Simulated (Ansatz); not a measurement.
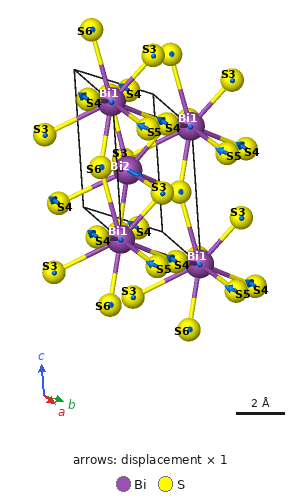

This is a relaxation of crystalline BiS2 (built on the SiO2-122 type type). The starting structure is drawn; blue arrows show the displacements (the part carried along by the change of the cell is left out), at their true length.

Style: ball-and-stick. Shown: the cell of the calculation, slightly off an axis.

Case: shaken.

The calculation used DFT, PBEsol, plane waves, PAW (Ansatz).

The input:
```yaml
crystal:
  lattice:
    - [-3.5431000119, 3.5261184948, 2.7688974875]
    - [3.5165603807, -3.5641733144, 2.7841565516]
    - [3.5652014975, 3.5862748, -2.8193248807]
  atoms:
    - { symbol: Bi, position: [-0.0302943994, -0.0020865645, 0.0037709445] }
    - { symbol: Bi, position: [0.7601819674, 0.2501746907, 0.4998595979] }
    - { symbol: S, position: [0.3722827336, 0.388194305, 0.5079604384] }
    - { symbol: S, position: [1.1673136234, 0.6042589268, 0.9983020721] }
    - { symbol: S, position: [0.6151074583, 0.1454158963, -0.0092172731] }
    - { symbol: S, position: [0.8816086332, -0.1557122367, 0.4767213844] }
kpoints:
  mp_grid: { grid: [4, 4, 4] }
hamiltonian:
  xc: pbesol
scf:
  occupations: { method: fermi_dirac, width: 0.05 }
relax:
  f_tol: 0.01
  cell: {}
  max_steps: 120
```

Run as
```bash
ansatz run input.yaml --threads 2 --pin off --max-ram 2211MiB --backend cpu --events-out ev --progress --plain --runs-dir out
```

Q: Which element moves most?

A: Bismuth: up to 0.82 Å, against 0.60 Å for sulfur.

Q: What did the optimiser do to the structure, and how much energy did it gain?

A: The largest move relative to the cell is that of Bi2, 0.82 Å along [1 1 0]. Largest moves by element: Bi 0.82 Å, S 0.60 Å. Cell: a 5.714 → 5.823 Å (+1.9 %), b 5.729 → 5.824 Å (+1.7 %), c 5.790 → 5.888 Å (+1.7 %), α 104.1° → 99.1°, β 103.6° → 101.6°, γ 121.9° → 129.6°. Volume −0.2 %. Near-neighbour distances that change, for instance: Bi2–S4 4.362 → 3.166 Å, Bi2–S5 4.253 → 3.167 Å, Bi2–S4 (another image) 3.234 → 4.141 Å, Bi2–S5 (another image) 3.247 → 4.141 Å. Among the angles between lasting bonds that change: S3–Bi2–S6 98.1° → 135.2°, S4–Bi1–S4 142.5° → 174.2°, Bi1–S4–Bi1 142.5° → 174.2°. The space group (tolerance 0.01 Å) goes from P1 (No. 1) to C2/c (No. 15). The energy falls by 144 meV per atom in 17 accepted moves (19 points after the start). Largest force component: 0.85 eV/Å at the start, 0.0026 eV/Å at the end. The pressure goes from 1.99 to 0.00 GPa. The line search rejected the trial step at point 5 of the run. At 1 point the geometry stayed and the basis and grid were re-selected for the new cell (energy shift of 0.1 meV per atom at most each time). Cost: 2.6 min on 2 threads of Intel(R) Xeon(R) Processor @ 2.70GHz (shared host), peak memory 0.47 GiB.
